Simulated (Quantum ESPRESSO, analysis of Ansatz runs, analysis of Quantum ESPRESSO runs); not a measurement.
## Sb on a Ga site in GaAs: charge-transition level against experiment (Quantum ESPRESSO)

How near does this set-up come to the measured charge-transition level? Subject: Sb on a Ga site in GaAs. Set-up: PBEsol, GBRV 1.5 PBEsol, 32-site cell, PBEsol lattice, k: the single point 1/4 1/4 1/4 then 2x2x2 shifted, dielectric constants 10.9 and 12.9 (handbook). The model is a cell of 32 host atoms with 1 Ga taken out and 1 Sb put in. The level is the Fermi energy at which two charge states have equal formation energy, after a correction for the images of the charge. A local or semilocal functional is the cheapest first rung.

**The experiment.** (+1/0) level above the valence-band top: 1.04 eV, by Hall measurements (quoted in “Anion-Antisite-like Defects in III-V Compounds”, 1990, M. J. Caldas et al., quoting earlier work (1987)).

Main program and level: Quantum ESPRESSO 7.5; Quantum ESPRESSO plane-wave DFT, PBEsol, GBRV 1.5 PBEsol potentials; relaxation of all atoms of a defect supercell.

### Step 1. Starting point

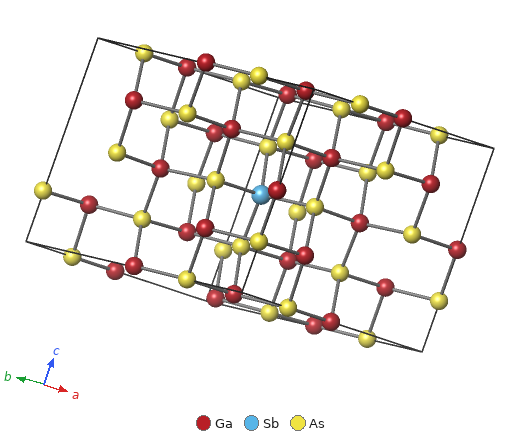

Start, viewed from a free direction; gallium red, antimony blue, arsenic yellow. Some periodic images of atoms are drawn too.

The cell holds 32 atoms: 15 Ga, 1 Sb and 16 As. Cell: a = 9.794 Å, b = 9.794 Å, c = 9.794 Å, α = 109.5°, β = 109.5°, γ = 109.5°. It derives from GaAs (space group F-43m). Nearest the centre at fractional (0.250, 0.500, 0.250): Sb7 at 0.05 Å, As19 at 2.40 Å, As28 at 2.41 Å, As23 at 2.46 Å, As22 at 2.47 Å, Ga6 at 3.96 Å, Ga2 at 3.98 Å, Ga9 at 3.98 Å. The cell carries charge +1.

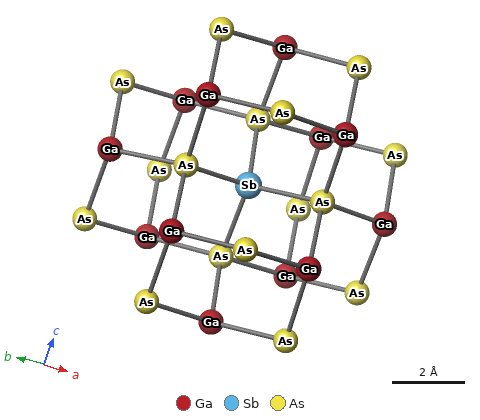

The atoms within 5 Å of the centre.

The host's primitive cell comes from a first run (Quantum ESPRESSO plane-wave DFT, PBEsol, GBRV 1.5 PBEsol potentials; relaxation of cell and atoms of a defect-free cell): vectors of 3.998, 3.998 and 3.998 Å. That is 22.60 Å³ an atom. The supercell is built on it.

### Step 2. Relaxation, charge +1

Every later number rests on the structure around the defect, so the atoms are relaxed at the host's lattice first.

Input file pw.in:

```
&CONTROL
  calculation = 'relax'
  prefix = 'pwscf'
  outdir = './tmp'
  pseudo_dir = './pseudo'
  tprnfor = .true.
  disk_io = 'low'
  nstep = 70
  forc_conv_thr = 0.00078
  etot_conv_thr = 0.0001
/
&SYSTEM
  ibrav = 0
  nat = 32
  ntyp = 3
  ecutwfc = 45
  ecutrho = 360
  nbnd = 194
  occupations = 'smearing'
  smearing = 'fd'
  degauss = 0.00073499
  nspin = 2
  starting_magnetization(1) = 0.0263
  starting_magnetization(2) = 0.0333
  starting_magnetization(3) = 0.1
  tot_magnetization = 1
  tot_charge = 1
  nosym = .true.
/
&ELECTRONS
  conv_thr = 3d-08
  electron_maxstep = 100
  mixing_beta = 0.3
/
&IONS
  ion_dynamics = 'bfgs'
/
ATOMIC_SPECIES
Ga    69.7230 ga_pbesol_v1.4.uspp.F.UPF
Sb   121.7600 sb_pbesol_v1.4.uspp.F.UPF
As    74.9216 as_pbesol_v1.uspp.F.UPF
CELL_PARAMETERS angstrom
  -5.6543511318    5.6543511318   -5.6543511318
   5.6543511318    5.6543511318    5.6543511318
   5.6543511318   -5.6543511318   -5.6543511318
ATOMIC_POSITIONS crystal
Ga    -0.0021395120   -0.0006776384    0.0038438760
Ga     0.0003193919    0.2466573048    0.7528771967
Ga    -0.0047562040    0.5009323466    0.4998399880
Ga    -0.0044343653    0.7462999414    0.2439717395
Ga     0.2450952652    0.0003113658    0.7502682056
Ga     0.2486403409    0.2483459531    0.4940976118
Sb     0.2551079813    0.4994808980    0.2520548277
Ga     0.2505913878    0.7551686090    0.0040936214
Ga     0.4955780232   -0.0022287500    0.5013925964
Ga     0.4984154613    0.2440651971    0.2484335745
Ga     0.5044173499    0.4986199042    0.0022804206
Ga     0.5061127733    0.7538165128    0.7541100564
Ga     0.7529087594    0.0058459040    0.2511067337
Ga     0.7465731190    0.2508860846    0.0026500702
Ga     0.7492223761    0.5000240879    0.7547995691
Ga     0.7519128348    0.7533153867    0.5060646619
As     0.0029884722   -0.0032530893    0.7496329135
As    -0.0056256329    0.2494531601    0.4985766217
As     0.0059549475    0.5018410544    0.2514691360
As    -0.0027011689    0.7500598460   -0.0052886424
As     0.2504546043    0.0007413387    0.4953299124
As     0.2550061530    0.2512236411    0.2548876380
As     0.2439372572    0.4974539056   -0.0040318663
As     0.2443964389    0.7456108098    0.7449686182
As     0.4976923578    0.0027931639    0.2531057940
As     0.4959719509    0.2517524237    0.0008656645
As     0.4975056780    0.4943869535    0.7450673208
As     0.4945010186    0.7483522840    0.4954208375
As     0.7510592056    0.0049699568   -0.0007814778
As     0.7519680488    0.2559006699    0.7512104209
As     0.7537896199    0.5061292935    0.5040493040
As     0.7539493295    0.7477942067    0.2509447258
K_POINTS crystal
1
0.25 0.25 0.25 1.0
```

The run is started by

```console
$ OMP_NUM_THREADS=1 mpirun -n 4 pw.x -in pw.in > pw.out
```

The program printed:

```text
This program is part of the open-source Quantum ESPRESSO suite
     for quantum simulation of materials; please cite
         "P. Giannozzi et al., J. Phys.:Condens. Matter 21 395502 (2009);
         "P. Giannozzi et al., J. Phys.:Condens. Matter 29 465901 (2017);
         "P. Giannozzi et al., J. Chem. Phys. 152 154105 (2020);
          URL
     in publications or presentations arising from this work. More details at

     Subspace diagonalization in iterative solution of the eigenvalue problem:
     one sub-group per band group will be used
     scalapack distributed-memory algorithm (size of sub-group:  2*  2 procs)

     --------------------
     sticks:   dense  smooth     PW     G-vecs:    dense   smooth      PW
     Min        2309    1156    311               140661    49780    6969
     Max        2310    1158    312               140662    49783    6972
     Sum        9239    4629   1247               562645   199125   27883

     Using Slab Decomposition

     bravais-lattice index     =            0
     lattice parameter (alat)  =      18.5073  a.u.
     unit-cell volume          =    4879.8325 (a.u.)^3
     number of atoms/cell      =           32
     number of atomic types    =            3
     number of electrons       =       379.00 (up: 190.00, down: 189.00)
     number of Kohn-Sham states=          194
     kinetic-energy cutoff     =      45.0000  Ry
     charge density cutoff     =     360.0000  Ry
     scf convergence threshold =      3.0E-08
     mixing beta               =       0.3000
     number of iterations used =            8  plain     mixing
     energy convergence thresh.=      1.0E-04
     force convergence thresh. =      7.8E-04
     Exchange-correlation= SLA  PW   PSX  PSC
                           (   1   4  10   8   0   0   0)
     nstep                     =           70

     celldm(1)=  18.507266  celldm(2)=   0.000000  celldm(3)=   0.000000
     celldm(4)=   0.000000  celldm(5)=   0.000000  celldm(6)=   0.000000

     crystal axes: (cart. coord. in units of alat)
               a(1) = (  -0.577350   0.577350  -0.577350 )
               a(2) = (   0.577350   0.577350   0.577350 )
               a(3) = (   0.577350  -0.577350  -0.577350 )

     reciprocal axes: (cart. coord. in units 2 pi/alat)
               b(1) = (  0.000000  0.866025 -0.866025 )
               b(2) = (  0.866025  0.866025 -0.000000 )
               b(3) = (  0.866025  0.000000 -0.866025 )

     PseudoPot. # 1 for Ga read from file:
     ga_pbesol_v1.4.uspp.F.UPF
     Pseudo is Ultrasoft + core correction, Zval = 19.0
     Generated by new atomic code, or converted to UPF format
     Using radial grid of  871 points,  6 beta functions with:
                l(1) =   0
                l(2) =   0
                l(3) =   1
                l(4) =   1
                l(5) =   2
                l(6) =   2
     Q(r) pseudized with  8 coefficients,  rinner =    1.250   1.250   1.250
                                                       1.250   1.250

     PseudoPot. # 2 for Sb read from file:
     sb_pbesol_v1.4.uspp.F.UPF
     Pseudo is Ultrasoft + core correction, Zval = 15.0
     Generated by new atomic code, or converted to UPF format
     Using radial grid of  891 points,  6 beta functions with:
                l(1) =   0
                l(2) =   0
                l(3) =   1
                l(4) =   1
                l(5) =   2
                l(6) =   2
     Q(r) pseudized with  8 coefficients,  rinner =    1.350   1.350   1.350
                                                       1.350   1.350

     PseudoPot. # 3 for As read from file:
     as_pbesol_v1.uspp.F.UPF
     Pseudo is Ultrasoft + core correction, Zval =  5.0
     Generated by new atomic code, or converted to UPF format
     Using radial grid of  875 points,  6 beta functions with:
                l(1) =   0
                l(2) =   0
                l(3) =   1
                l(4) =   1
                l(5) =   2
                l(6) =   2
     Q(r) pseudized with  8 coefficients,  rinner =    1.300   1.300   1.300
                                                       1.300   1.300

     atomic species   valence    mass     pseudopotential
     Ga               19.00    69.72300     Ga( 1.00)
     Sb               15.00   121.76000     Sb( 1.00)
     As                5.00    74.92160     As( 1.00)

     Starting magnetic structure
     atomic species   magnetization
     Ga              0.026
     Sb              0.033
     As              0.100

     No symmetry found

   Cartesian axes

     site n.     atom                  positions (alat units)
         1        Ga     tau(   1) = (   0.0030633  -0.0038457  -0.0013752  )
         2        Ga     tau(   2) = (   0.5768971  -0.2920818  -0.2924506  )
         3        Ga     tau(   3) = (   0.5805422  -0.0021153   0.0033767  )
         4        Ga     tau(   4) = (   0.5742938   0.2874591   0.2925795  )
         5        Ga     tau(   5) = (   0.2918415  -0.2914820  -0.5744936  )
         6        Ga     tau(   6) = (   0.2850974   0.0016678  -0.2854374  )
         7        Sb     tau(   7) = (   0.2866127   0.2901382  -0.0044352  )
         8        Ga     tau(   8) = (   0.2936812   0.5783124   0.2889543  )
         9        Ga     tau(   9) = (   0.0020703  -0.0046438  -0.5768880  )
        10        Ga     tau(  10) = (  -0.0034160   0.2852382  -0.2902824  )
        11        Ga     tau(  11) = (  -0.0020306   0.5777872  -0.0046638  )
        12        Ga     tau(  12) = (   0.5783975   0.2920349  -0.2923738  )
        13        Ga     tau(  13) = (  -0.2863404   0.2930907  -0.5762935  )
        14        Ga     tau(  14) = (  -0.2846550   0.5743533  -0.2877151  )
        15        Ga     tau(  15) = (   0.2919090   0.2854690  -0.5796584  )
        16        Ga     tau(  16) = (   0.2929863   0.5768674  -0.2913668  )
        17        As     tau(  17) = (   0.4291972  -0.4329535  -0.4364043  )
        18        As     tau(  18) = (   0.4351232  -0.1470795  -0.1405835  )
        19        As     tau(  19) = (   0.4314858   0.1479904   0.1411142  )
        20        As     tau(  20) = (   0.4315534   0.4345411   0.4376602  )
        21        As     tau(  21) = (   0.1418068  -0.1409508  -0.4301509  )
        22        As     tau(  22) = (   0.1449756   0.1451125  -0.1493433  )
        23        As     tau(  23) = (   0.1440401   0.4303702   0.1486957  )
        24        As     tau(  24) = (   0.7194841   0.1414731  -0.1407316  )
        25        As     tau(  25) = (  -0.1395995   0.1428248  -0.4318609  )
[...]
Ga               0.2491823999        0.2483294964        0.5063104924
Sb               0.2501066660        0.4997713475        0.2499226400
Ga               0.2491630936        0.7561392810       -0.0021945409
Ga               0.5014891398        0.0082508344        0.5026726350
Ga               0.5051453830        0.2474312750        0.2501715345
Ga               0.5047167183        0.5002431635       -0.0020550236
Ga               0.5019555923        0.7522189307        0.7580867292
Ga               0.7494887031       -0.0004040875        0.2501129727
Ga               0.7417903825        0.2450210295       -0.0049741119
Ga               0.7493666174        0.4998175839        0.7494150300
Ga               0.7573144491        0.7528097021        0.5024642332
[...]
NEW-OLD atomic charge density approx. for the potential
     Generating pointlists ...

     Self-consistent Calculation

     iteration #  1     ecut=    45.00 Ry     beta= 0.30
     Davidson diagonalization with overlap
     ethr =  1.00E-06,  avg # of iterations =  6.0

     Threshold (ethr) on eigenvalues was too large:
     Diagonalizing with lowered threshold

     Davidson diagonalization with overlap
     ethr =  1.19E-09,  avg # of iterations =  8.5

     total energy              =   -7050.17649897 Ry
     estimated scf accuracy    <       0.00000480 Ry

     total magnetization       =     1.00 Bohr mag/cell
     absolute magnetization    =     1.08 Bohr mag/cell

     iteration #  2     ecut=    45.00 Ry     beta= 0.30
     Davidson diagonalization with overlap
     ethr =  1.27E-09,  avg # of iterations =  3.5

     total energy              =   -7050.17649972 Ry
     estimated scf accuracy    <       0.00000072 Ry

     total magnetization       =     1.00 Bohr mag/cell
     absolute magnetization    =     1.08 Bohr mag/cell

     iteration #  3     ecut=    45.00 Ry     beta= 0.30
     Davidson diagonalization with overlap
     ethr =  1.89E-10,  avg # of iterations =  2.5

     total energy              =   -7050.17649974 Ry
     estimated scf accuracy    <       0.00000025 Ry

     total magnetization       =     1.00 Bohr mag/cell
     absolute magnetization    =     1.08 Bohr mag/cell

     iteration #  4     ecut=    45.00 Ry     beta= 0.30
     Davidson diagonalization with overlap
     ethr =  6.73E-11,  avg # of iterations =  4.0

     total energy              =   -7050.17649976 Ry
     estimated scf accuracy    <       0.00000005 Ry

     total magnetization       =     1.00 Bohr mag/cell
     absolute magnetization    =     1.08 Bohr mag/cell

     iteration #  5     ecut=    45.00 Ry     beta= 0.30
     Davidson diagonalization with overlap
     ethr =  1.44E-11,  avg # of iterations =  5.0

     total energy              =   -7050.17649978 Ry
     estimated scf accuracy    <          6.0E-09 Ry

     total magnetization       =     1.00 Bohr mag/cell
     absolute magnetization    =     1.08 Bohr mag/cell

     iteration #  6     ecut=    45.00 Ry     beta= 0.30
     Davidson diagonalization with overlap
     ethr =  1.60E-12,  avg # of iterations =  5.0

     total energy              =   -7050.17649978 Ry
     estimated scf accuracy    <          1.8E-09 Ry

     total magnetization       =     1.00 Bohr mag/cell
     absolute magnetization    =     1.08 Bohr mag/cell

     iteration #  7     ecut=    45.00 Ry     beta= 0.30
     Davidson diagonalization with overlap
     ethr =  4.83E-13,  avg # of iterations =  4.5

     total energy              =   -7050.17649978 Ry
     estimated scf accuracy    <          5.6E-10 Ry

     total magnetization       =     1.00 Bohr mag/cell
     absolute magnetization    =     1.08 Bohr mag/cell

     iteration #  8     ecut=    45.00 Ry     beta= 0.30
     Davidson diagonalization with overlap
     ethr =  1.47E-13,  avg # of iterations =  4.5

     Magnetic moment per site  (integrated on atomic sphere of radius R)
[...]
atom  25 (R=0.099)  charge=  2.5021  magn=  0.0034
     atom  26 (R=0.099)  charge=  2.5019  magn=  0.0033
     atom  27 (R=0.099)  charge=  2.5023  magn=  0.0033
     atom  28 (R=0.099)  charge=  2.4850  magn=  0.0672
     atom  29 (R=0.099)  charge=  2.5020  magn=  0.0035
     atom  30 (R=0.099)  charge=  2.5021  magn=  0.0035
     atom  31 (R=0.099)  charge=  2.5021  magn=  0.0034
     atom  32 (R=0.099)  charge=  2.5023  magn=  0.0033

     End of self-consistent calculation

 ------ SPIN UP ------------

          k = 0.4330 0.4330-0.4330 ( 24868 PWs)   bands (ev):

[...]
8.6275   9.0106

 ------ SPIN DOWN ----------

          k = 0.4330 0.4330-0.4330 ( 24868 PWs)   bands (ev):

[...]
-4.7230  -3.5963  -3.4681  -3.4664  -3.4644  -3.2970  -3.2959  -3.2946
    -3.2936  -3.2924  -3.2887  -3.2872  -3.2866  -0.9784   1.0140   1.0149
     1.0166   1.0200   1.0209   1.0554   1.0575   1.0581   1.0711   1.0719
     1.0729   2.9705   3.1696   3.1710   3.1719   3.7236   3.7252   3.7262
     4.0107   4.0395   4.0405   4.0409   4.1059   4.1063   4.1070   4.1282
     4.1291   5.0871   5.0884   5.0892   5.2585   5.2588   5.2596   5.2660
     5.2863   5.2879   5.3841   5.3847   5.3865   6.5644   6.5654   6.5662
     6.6636   6.6646   6.6941   6.6946   6.6956   7.9387   8.6679   8.6703
     8.6718   9.0436

     the spin up/dw Fermi energies are     8.0183    7.6433 ev

!    total energy              =   -7050.17649978 Ry
     estimated scf accuracy    <          3.2E-11 Ry
     smearing contrib. (-TS)   =      -0.00000000 Ry
     internal energy E=F+TS    =   -7050.17649978 Ry

     The total energy is F=E-TS. E is the sum of the following terms:
     one-electron contribution =   -6218.87331309 Ry
     hartree contribution      =    3237.64718764 Ry
     xc contribution           =   -1264.15598852 Ry
     ewald contribution        =   -2804.79438581 Ry

     total magnetization       =     1.00 Bohr mag/cell
     absolute magnetization    =     1.08 Bohr mag/cell

     convergence has been achieved in   8 iterations

     Forces acting on atoms (cartesian axes, Ry/au):

[...]
atom   25 type  3   force =     0.00022834    0.00013646    0.00023181
     atom   26 type  3   force =    -0.00011871   -0.00019171   -0.00007453
     atom   27 type  3   force =    -0.00011471   -0.00006076   -0.00005361
     atom   28 type  3   force =    -0.00006819    0.00019798    0.00028031
     atom   29 type  3   force =    -0.00000719    0.00003706    0.00024822
     atom   30 type  3   force =    -0.00000871    0.00005217    0.00015567
     atom   31 type  3   force =     0.00008151    0.00000956   -0.00061400
     atom   32 type  3   force =     0.00010409    0.00006860   -0.00013317

     Total force =     0.002162     Total SCF correction =     0.000039
     Energy error            =      1.7E-05 Ry
     Gradient error          =      6.1E-04 Ry/Bohr

     bfgs converged in  15 scf cycles and  14 bfgs steps
     (criteria: energy <  1.0E-04 Ry, force <  7.8E-04 Ry/Bohr)

     End of BFGS Geometry Optimization

     Final energy             =   -7050.1764997826 Ry

     File ./tmp/pwscf.bfgs deleted, as requested
Begin final coordinates

ATOMIC_POSITIONS (crystal)
[...]
As               0.5007629393       -0.0022043503        0.2503184532
As               0.4962667687        0.2491761555       -0.0008592702
As               0.5008584029        0.5001456562        0.7483665643
As               0.5210905644        0.7719890695        0.5220207926
As               0.7513781827        0.0022870625        0.0034985032
As               0.7514562583        0.2533404401        0.7523399490
As               0.7473778463        0.5002792952        0.5008154391
As               0.7477108044        0.7509751347        0.2500677101
End final coordinates

=------------------------------------------------------------------------------=
   JOB DONE.
=------------------------------------------------------------------------------=
```

It took 47 min on 4 MPI ranks of Arm Neoverse V1, shared host; peak memory 2.9 GiB; 3.1 h of CPU time.

[end of part 1 of 4]

[Logs are printed without paths, hosts, clocks, repeated set-up lines and the standing remarks that a program may print on its own settings, such as how far it seeks lower states.]

[Hosts, paths, dates, database ids (printed as entryN), source tags and the programs' standing remarks are cut or masked in the printed files.]

[For some hosts the program warned that the k-mesh of the response run may be too coarse for force constants and the static dielectric constant; such warnings are not shown here.]
